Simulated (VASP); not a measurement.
# Optical-spectrum calculation of C (part 3 of 4)

C (slab, 8 atoms in the cell); Kohn-Sham DFT of a periodic cell, PW91 with D3(BJ), VASP PAW PBE potentials, recommended, no spin polarisation (VASP 6.6.1); cutoff 520 eV, 12×12×1 k-mesh, Gaussian smearing of 0.05 eV. The structure derives from an entry of the Crystallography Open Database. It belongs to a series of runs on one base structure; here: the (0 0 1) slab of C, cut from the database cell, not relaxed.

Geometry of the input (Å; fractional positions):
```
2.4561  0.0000  0.0000
-1.2280  2.1270  0.0000
0.0000  0.0000  25.0946
C  0.6667  0.3333  0.2989
C  0.3333  0.6667  0.3010
C  0.3333  0.6667  0.4322
C  0.0000  0.0000  0.4344
C  0.0000  0.0000  0.5656
C  0.6667  0.3333  0.5678
C  0.6667  0.3333  0.6990
C  0.3333  0.6667  0.7011
```

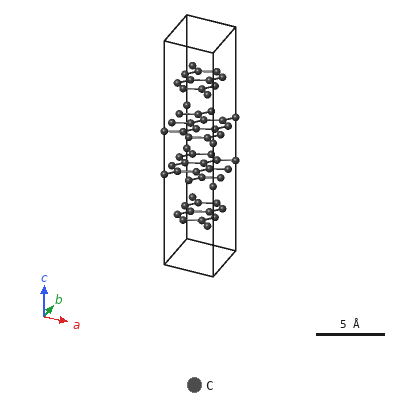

The structure (ball-and-stick view of the 2 × 3 repeat of the cell, with the vacuum cut short, seen slightly off an axis).

**Parts of OUTCAR, continued**
```
    36.52545     0.69358     0.69358     0.70046     0.00000    -0.00000     0.00000
    37.13421     0.71699     0.71699     0.72804     0.00000     0.00000    -0.00000
    37.74296     0.73118     0.73118     0.74587     0.00000    -0.00000    -0.00000
    38.35172     0.71616     0.71616     0.74861     0.00000    -0.00000    -0.00000
    38.96048     0.73917     0.73917     0.76084     0.00000    -0.00000     0.00000
    39.56924     0.77441     0.77441     0.78470     0.00000    -0.00000     0.00000
    40.17799     0.75112     0.75112     0.79645     0.00000     0.00000    -0.00000
    40.78675     0.76639     0.76639     0.81460     0.00000    -0.00000    -0.00000
    41.39551     0.78510     0.78510     0.80479     0.00000    -0.00000    -0.00000
    42.00427     0.79470     0.79470     0.81413     0.00000    -0.00000    -0.00000
    42.61302     0.79407     0.79407     0.82391     0.00000    -0.00000    -0.00000
    43.22178     0.79909     0.79909     0.82919     0.00000    -0.00000    -0.00000
    43.83054     0.80322     0.80322     0.83529     0.00000     0.00000    -0.00000
    44.43929     0.81164     0.81164     0.84652     0.00000    -0.00000    -0.00000
    45.04805     0.81724     0.81724     0.85179     0.00000    -0.00000     0.00000
    45.65681     0.82536     0.82536     0.84979     0.00000     0.00000     0.00000
    46.26557     0.83278     0.83278     0.85336     0.00000     0.00000     0.00000
    46.87432     0.83932     0.83932     0.86171     0.00000    -0.00000     0.00000
    47.48308     0.84521     0.84521     0.86791     0.00000    -0.00000     0.00000
    48.09184     0.85044     0.85044     0.87301     0.00000    -0.00000    -0.00000
    48.70060     0.85531     0.85531     0.87635     0.00000    -0.00000    -0.00000
    49.30935     0.85993     0.85993     0.88119     0.00000    -0.00000    -0.00000
    49.91811     0.86425     0.86425     0.88533     0.00000    -0.00000     0.00000
    50.52687     0.86831     0.86831     0.88868     0.00000    -0.00000    -0.00000
    51.13563     0.87216     0.87216     0.89223     0.00000    -0.00000    -0.00000
    51.74438     0.87581     0.87581     0.89552     0.00000    -0.00000    -0.00000
    52.35314     0.87928     0.87928     0.89862     0.00000    -0.00000     0.00000
    52.96190     0.88258     0.88258     0.90156     0.00000    -0.00000     0.00000
    53.57066     0.88573     0.88573     0.90434     0.00000    -0.00000     0.00000
    54.17941     0.88874     0.88874     0.90700     0.00000    -0.00000     0.00000
    54.78817     0.89162     0.89162     0.90953     0.00000    -0.00000     0.00000
    55.39693     0.89438     0.89438     0.91194     0.00000    -0.00000     0.00000
    56.00569     0.89702     0.89702     0.91425     0.00000    -0.00000     0.00000
    56.61444     0.89956     0.89956     0.91646     0.00000    -0.00000     0.00000
    57.22320     0.90199     0.90199     0.91858     0.00000    -0.00000     0.00000
    57.83196     0.90433     0.90433     0.92061     0.00000    -0.00000     0.00000
    58.44072     0.90658     0.90658     0.92256     0.00000    -0.00000     0.00000
    59.04947     0.90875     0.90875     0.92443     0.00000    -0.00000     0.00000
    59.65823     0.91084     0.91084     0.92623     0.00000    -0.00000     0.00000
    60.26699     0.91285     0.91285     0.92796     0.00000    -0.00000     0.00000

  frequency dependent IMAGINARY DIELECTRIC FUNCTION (independent particle, no local field effects) current-current
     E(ev)      X         Y         Z        XY        YZ        ZX
  --------------------------------------------------------------------------------------------------------------
     0.00000   308.75482   308.75482    12.44568    -0.00000    -0.00000     0.00000
     0.60876    16.07020    16.07020     1.77361    -0.00000    -0.00000     0.00000
     1.21751     1.62236     1.62236     0.26413    -0.00000    -0.00000     0.00000
     1.82627     3.77897     3.77897     0.31311    -0.00000    -0.00000     0.00000
     2.43503     6.11855     6.11855     0.20261    -0.00000    -0.00000    -0.00000
     3.04379     6.33023     6.33023     0.48497    -0.00000    -0.00000     0.00000
     3.65254     3.49030     3.49030     0.23388    -0.00000     0.00000    -0.00000
     4.26130     6.31104     6.31104     0.41887    -0.00000    -0.00000     0.00000
     4.87006     2.74178     2.74178     0.19219    -0.00000     0.00000    -0.00000
     5.47882     1.19979     1.19979     0.12318    -0.00000    -0.00000     0.00000
     6.08757     0.80540     0.80540     0.08983    -0.00000     0.00000     0.00000
     6.69633     0.64792     0.64792     0.14009    -0.00000    -0.00000    -0.00000
     7.30509     0.24189     0.24189     0.10388    -0.00000    -0.00000     0.00000
     7.91385     0.21220     0.21220     0.09040    -0.00000     0.00000    -0.00000
     8.52260     0.26556     0.26556     0.13233    -0.00000     0.00000     0.00000
     9.13136     0.13859     0.13859     0.14457    -0.00000    -0.00000    -0.00000
     9.74012     0.13473     0.13473     0.34372    -0.00000     0.00000     0.00000
    10.34888     0.21308     0.21308     2.18308    -0.00000     0.00000    -0.00000
    10.95763     0.41969     0.41969     2.57873    -0.00000    -0.00000    -0.00000
    11.56639     1.20435     1.20435     4.72091    -0.00000    -0.00000    -0.00000
    12.17515     2.00321     2.00321     4.51220    -0.00000     0.00000     0.00000
    12.78391     3.66253     3.66253     1.53667    -0.00000    -0.00000     0.00000
    13.39266     3.23195     3.23195     2.73679    -0.00000    -0.00000     0.00000
    14.00142     5.91737     5.91737     2.65706    -0.00000     0.00000    -0.00000
    14.61018     3.14849     3.14849     2.69529    -0.00000     0.00000     0.00000
    15.21894     4.24966     4.24966     1.02062    -0.00000     0.00000    -0.00000
    15.82769     0.82658     0.82658     0.81356    -0.00000    -0.00000     0.00000
    16.43645     1.51496     1.51496     0.33225    -0.00000    -0.00000    -0.00000
    17.04521     0.54258     0.54258     0.28712    -0.00000     0.00000    -0.00000
    17.65397     1.15169     1.15169     0.29251    -0.00000    -0.00000     0.00000
    18.26272     2.25182     2.25182     0.17431    -0.00000    -0.00000    -0.00000
    18.87148     0.40202     0.40202     0.27247    -0.00000    -0.00000    -0.00000
    19.48024     0.53590     0.53590     0.21731    -0.00000     0.00000     0.00000
    20.08900     0.27314     0.27314     0.30884    -0.00000    -0.00000     0.00000
    20.69775     0.32701     0.32701     0.46248    -0.00000     0.00000     0.00000
    21.30651     0.26338     0.26338     0.35278    -0.00000    -0.00000    -0.00000
    21.91527     0.70865     0.70865     0.29399    -0.00000    -0.00000     0.00000
    22.52403     0.72003     0.72003     0.49325    -0.00000     0.00000    -0.00000
    23.13278     0.27694     0.27694     0.36975    -0.00000     0.00000    -0.00000
    23.74154     0.13509     0.13509     0.46811    -0.00000    -0.00000    -0.00000
    24.35030     0.15430     0.15430     0.32031    -0.00000     0.00000    -0.00000
    24.95906     0.36827     0.36827     0.40642    -0.00000    -0.00000    -0.00000
    25.56781     0.25531     0.25531     0.32526    -0.00000    -0.00000     0.00000
    26.17657     0.20870     0.20870     0.35634    -0.00000    -0.00000     0.00000
    26.78533     0.18664     0.18664     0.40974    -0.00000    -0.00000    -0.00000
    27.39409     0.16821     0.16821     0.45587    -0.00000    -0.00000     0.00000
    28.00284     0.13067     0.13067     0.41570    -0.00000     0.00000    -0.00000
    28.61160     0.08822     0.08822     0.43414    -0.00000    -0.00000     0.00000
    29.22036     0.11040     0.11040     0.54924    -0.00000    -0.00000     0.00000
    29.82912     0.12185     0.12185     0.49569    -0.00000    -0.00000     0.00000
    30.43787     0.15162     0.15162     0.40097    -0.00000     0.00000     0.00000
    31.04663     0.10760     0.10760     0.41416    -0.00000     0.00000    -0.00000
    31.65539     0.08607     0.08607     0.25911    -0.00000     0.00000    -0.00000
    32.26415     0.08218     0.08218     0.20628    -0.00000    -0.00000    -0.00000
    32.87290     0.08458     0.08458     0.15493    -0.00000     0.00000    -0.00000
    33.48166     0.09069     0.09069     0.09506    -0.00000     0.00000     0.00000
    34.09042     0.09326     0.09326     0.07374    -0.00000     0.00000     0.00000
    34.69918     0.08030     0.08030     0.05489    -0.00000     0.00000    -0.00000
    35.30793     0.08335     0.08335     0.03873    -0.00000     0.00000    -0.00000
    35.91669     0.08584     0.08584     0.03198    -0.00000     0.00000     0.00000
    36.52545     0.05000     0.05000     0.02250    -0.00000     0.00000     0.00000
    37.13421     0.04358     0.04358     0.01919    -0.00000     0.00000     0.00000
    37.74296     0.06377     0.06377     0.01626    -0.00000     0.00000    -0.00000
    38.35172     0.05174     0.05174     0.02107    -0.00000     0.00000    -0.00000
    38.96048     0.02576     0.02576     0.01321    -0.00000     0.00000    -0.00000
    39.56924     0.04755     0.04755     0.00824    -0.00000    -0.00000     0.00000
    40.17799     0.03573     0.03573     0.00890    -0.00000    -0.00000     0.00000
    40.78675     0.01111     0.01111     0.01802    -0.00000     0.00000     0.00000
    41.39551     0.00752     0.00752     0.01284    -0.00000    -0.00000     0.00000
    42.00427     0.02974     0.02974     0.01411    -0.00000    -0.00000     0.00000
    42.61302     0.02390     0.02390     0.01044    -0.00000     0.00000    -0.00000
    43.22178     0.00836     0.00836     0.00343    -0.00000    -0.00000    -0.00000
    43.83054     0.01073     0.01073     0.00767    -0.00000    -0.00000    -0.00000
    44.43929     0.00929     0.00929     0.00409    -0.00000    -0.00000    -0.00000
    45.04805     0.00186     0.00186     0.00331    -0.00000    -0.00000    -0.00000
    45.65681     0.00153     0.00153     0.01036    -0.00000    -0.00000     0.00000
    46.26557     0.00051     0.00051     0.00357    -0.00000    -0.00000     0.00000
    46.87432     0.00038     0.00038     0.00109    -0.00000    -0.00000    -0.00000
    47.48308     0.00029     0.00029     0.00046    -0.00000    -0.00000    -0.00000
    48.09184     0.00033     0.00033     0.00051    -0.00000    -0.00000     0.00000
    48.70060     0.00020     0.00020     0.00099    -0.00000    -0.00000     0.00000
    49.30935     0.00016     0.00016     0.00026    -0.00000    -0.00000     0.00000
    49.91811     0.00015     0.00015     0.00034    -0.00000    -0.00000    -0.00000
    50.52687     0.00013     0.00013     0.00019    -0.00000    -0.00000     0.00000
    51.13563     0.00012     0.00012     0.00014    -0.00000    -0.00000     0.00000
    51.74438     0.00010     0.00010     0.00012    -0.00000    -0.00000     0.00000
    52.35314     0.00009     0.00009     0.00011    -0.00000    -0.00000     0.00000
    52.96190     0.00009     0.00009     0.00010    -0.00000    -0.00000     0.00000
    53.57066     0.00008     0.00008     0.00009    -0.00000    -0.00000     0.00000
    54.17941     0.00007     0.00007     0.00008    -0.00000    -0.00000     0.00000
    54.78817     0.00007     0.00007     0.00008    -0.00000    -0.00000     0.00000
    55.39693     0.00006     0.00006     0.00007    -0.00000    -0.00000     0.00000
    56.00569     0.00006     0.00006     0.00006    -0.00000    -0.00000     0.00000
    56.61444     0.00005     0.00005     0.00006    -0.00000    -0.00000     0.00000
    57.22320     0.00005     0.00005     0.00006    -0.00000    -0.00000     0.00000
    57.83196     0.00005     0.00005     0.00005    -0.00000    -0.00000     0.00000
    58.44072     0.00004     0.00004     0.00005    -0.00000    -0.00000     0.00000
    59.04947     0.00004     0.00004     0.00005    -0.00000    -0.00000     0.00000
    59.65823     0.00004     0.00004     0.00004    -0.00000    -0.00000     0.00000
    60.26699     0.00004     0.00004     0.00004    -0.00000    -0.00000     0.00000

  frequency dependent      REAL DIELECTRIC FUNCTION (independent particle, no local field effects) current-current
     E(ev)        X           Y           Z          XY          YZ          ZX
  --------------------------------------------------------------------------------------------------------------
     0.00000    37.31020    37.31020     2.83785    -0.00000    -0.00000     0.00000
     0.60876    -9.83695    -9.83695     3.37659     0.00000    -0.00000     0.00000
     1.21751    -0.80910    -0.80910     1.67495     0.00000    -0.00000     0.00000
     1.82627     7.38111     7.38111     2.22056    -0.00000    -0.00000     0.00000
     2.43503     2.55624     2.55624     2.01234    -0.00000    -0.00000    -0.00000
     3.04379     2.38628     2.38628     1.90671    -0.00000    -0.00000    -0.00000
     3.65254     0.13039     0.13039     1.99007     0.00000    -0.00000     0.00000
     4.26130    -1.57313    -1.57313     1.86879     0.00000     0.00000    -0.00000
     4.87006    -1.21210    -1.21210     1.80167     0.00000    -0.00000    -0.00000
     5.47882    -1.04664    -1.04664     1.94296     0.00000    -0.00000    -0.00000
     6.08757    -0.18222    -0.18222     2.04538     0.00000     0.00000    -0.00000
     6.69633     0.35409     0.35409     2.14572     0.00000     0.00000    -0.00000
     7.30509     0.87466     0.87466     2.29418     0.00000     0.00000    -0.00000
     7.91385     1.19013     1.19013     2.37493    -0.00000     0.00000    -0.00000
     8.52260     1.40042     1.40042     2.58668    -0.00000    -0.00000    -0.00000
     9.13136     1.69780     1.69780     2.87591    -0.00000     0.00000    -0.00000
     9.74012     2.04610     2.04610     3.52552    -0.00000     0.00000     0.00000
    10.34888     2.50289     2.50289     3.77422    -0.00000    -0.00000    -0.00000
    10.95763     2.90162     2.90162     3.91283    -0.00000     0.00000     0.00000
    11.56639     3.33782     3.33782     2.84094    -0.00000    -0.00000    -0.00000
    12.17515     3.15594     3.15594     0.97914    -0.00000     0.00000     0.00000
    12.78391     2.16024     2.16024     1.02432    -0.00000    -0.00000     0.00000
    13.39266     3.15848     3.15848     1.17915    -0.00000     0.00000    -0.00000
    14.00142     0.64652     0.64652     0.59252     0.00000     0.00000     0.00000
    14.61018     1.23271     1.23271    -0.59805    -0.00000    -0.00000    -0.00000
    15.21894    -2.27996    -2.27996    -0.96655     0.00000    -0.00000     0.00000
    15.82769    -0.92681    -0.92681    -0.32379     0.00000    -0.00000     0.00000
    16.43645     0.31337     0.31337    -0.24475     0.00000    -0.00000    -0.00000
    17.04521    -0.23937    -0.23937     0.25443     0.00000     0.00000    -0.00000
    17.65397     1.30132     1.30132     0.33734    -0.00000     0.00000    -0.00000
    18.26272    -0.93260    -0.93260     0.54473     0.00000     0.00000    -0.00000
    18.87148    -0.75199    -0.75199     0.54503     0.00000     0.00000     0.00000
    19.48024    -0.31800    -0.31800     0.77881     0.00000     0.00000     0.00000
    20.08900    -0.01587    -0.01587     0.90522     0.00000     0.00000    -0.00000
    20.69775     0.35507     0.35507     0.53274     0.00000    -0.00000    -0.00000
    21.30651     0.44539     0.44539     0.62621     0.00000    -0.00000    -0.00000
    21.91527     0.32254     0.32254     0.88385     0.00000     0.00000     0.00000
    22.52403     0.08542     0.08542     0.77514     0.00000     0.00000    -0.00000
    23.13278    -0.03665    -0.03665     0.92018     0.00000    -0.00000     0.00000
    23.74154     0.26651     0.26651     0.71940     0.00000     0.00000     0.00000
    24.35030     0.44177     0.44177     0.85833     0.00000    -0.00000     0.00000
    24.95906     0.54304     0.54304     0.64640     0.00000     0.00000    -0.00000
    25.56781     0.40417     0.40417     0.83875     0.00000    -0.00000    -0.00000
    26.17657     0.35778     0.35778     0.84940     0.00000    -0.00000    -0.00000
    26.78533     0.44956     0.44956     0.99407     0.00000    -0.00000    -0.00000
    27.39409     0.48069     0.48069     0.87727     0.00000     0.00000    -0.00000
    28.00284     0.45814     0.45814     0.68489     0.00000    -0.00000     0.00000
    28.61160     0.52028     0.52028     0.81836     0.00000     0.00000     0.00000
    29.22036     0.55728     0.55728     0.54127     0.00000     0.00000     0.00000
    29.82912     0.58080     0.58080     0.79492     0.00000     0.00000     0.00000
    30.43787     0.61437     0.61437     0.57281     0.00000     0.00000    -0.00000
    31.04663     0.59235     0.59235     0.47010     0.00000     0.00000    -0.00000
    31.65539     0.61191     0.61191     0.53454     0.00000    -0.00000    -0.00000
    32.26415     0.66036     0.66036     0.46045     0.00000     0.00000    -0.00000
    32.87290     0.66850     0.66850     0.55608     0.00000     0.00000     0.00000
    33.48166     0.67900     0.67900     0.56417     0.00000    -0.00000     0.00000
    34.09042     0.66827     0.66827     0.60737     0.00000     0.00000     0.00000
    34.69918     0.67850     0.67850     0.60698     0.00000     0.00000     0.00000
    35.30793     0.72948     0.72948     0.66745     0.00000    -0.00000     0.00000
    35.91669     0.68367     0.68367     0.68702     0.00000    -0.00000    -0.00000
    36.52545     0.69363     0.69363     0.70035     0.00000    -0.00000    -0.00000
    37.13421     0.71706     0.71706     0.72795     0.00000    -0.00000     0.00000
    37.74296     0.73113     0.73113     0.74580     0.00000    -0.00000    -0.00000
    38.35172     0.71617     0.71617     0.74851     0.00000    -0.00000     0.00000
    38.96048     0.73931     0.73931     0.76078     0.00000    -0.00000     0.00000
    39.56924     0.77443     0.77443     0.78466     0.00000    -0.00000     0.00000
    40.17799     0.75119     0.75119     0.79641     0.00000    -0.00000     0.00000
    40.78675     0.76659     0.76659     0.81452     0.00000     0.00000     0.00000
    41.39551     0.78531     0.78531     0.80473     0.00000    -0.00000    -0.00000
    42.00427     0.79479     0.79479     0.81407     0.00000     0.00000    -0.00000
    42.61302     0.79419     0.79419     0.82387     0.00000    -0.00000    -0.00000
    43.22178     0.79928     0.79928     0.82918     0.00000    -0.00000     0.00000
    43.83054     0.80339     0.80339     0.83526     0.00000    -0.00000    -0.00000
    44.43929     0.81181     0.81181     0.84651     0.00000    -0.00000    -0.00000
    45.04805     0.81744     0.81744     0.85178     0.00000    -0.00000     0.00000
    45.65681     0.82556     0.82556     0.84975     0.00000     0.00000     0.00000
    46.26557     0.83298     0.83298     0.85336     0.00000     0.00000     0.00000
    46.87432     0.83951     0.83951     0.86172     0.00000    -0.00000     0.00000
    47.48308     0.84540     0.84540     0.86792     0.00000    -0.00000     0.00000
    48.09184     0.85062     0.85062     0.87301     0.00000    -0.00000     0.00000
    48.70060     0.85548     0.85548     0.87636     0.00000    -0.00000     0.00000
    49.30935     0.86010     0.86010     0.88119     0.00000    -0.00000     0.00000
    49.91811     0.86442     0.86442     0.88534     0.00000    -0.00000    -0.00000
    50.52687     0.86847     0.86847     0.88868     0.00000    -0.00000     0.00000
    51.13563     0.87232     0.87232     0.89224     0.00000    -0.00000    -0.00000
    51.74438     0.87597     0.87597     0.89553     0.00000    -0.00000    -0.00000
    52.35314     0.87943     0.87943     0.89863     0.00000    -0.00000    -0.00000
    52.96190     0.88273     0.88273     0.90156     0.00000    -0.00000    -0.00000
    53.57066     0.88588     0.88588     0.90435     0.00000    -0.00000    -0.00000
    54.17941     0.88889     0.88889     0.90700     0.00000    -0.00000    -0.00000
    54.78817     0.89176     0.89176     0.90953     0.00000    -0.00000    -0.00000
    55.39693     0.89452     0.89452     0.91195     0.00000    -0.00000    -0.00000
    56.00569     0.89716     0.89716     0.91426     0.00000    -0.00000    -0.00000
    56.61444     0.89969     0.89969     0.91647     0.00000    -0.00000    -0.00000
    57.22320     0.90212     0.90212     0.91858     0.00000    -0.00000    -0.00000
    57.83196     0.90446     0.90446     0.92061     0.00000    -0.00000    -0.00000
    58.44072     0.90671     0.90671     0.92256     0.00000    -0.00000    -0.00000
    59.04947     0.90887     0.90887     0.92443     0.00000    -0.00000    -0.00000
    59.65823     0.91096     0.91096     0.92623     0.00000    -0.00000    -0.00000
    60.26699     0.91297     0.91297     0.92796     0.00000    -0.00000    -0.00000
```
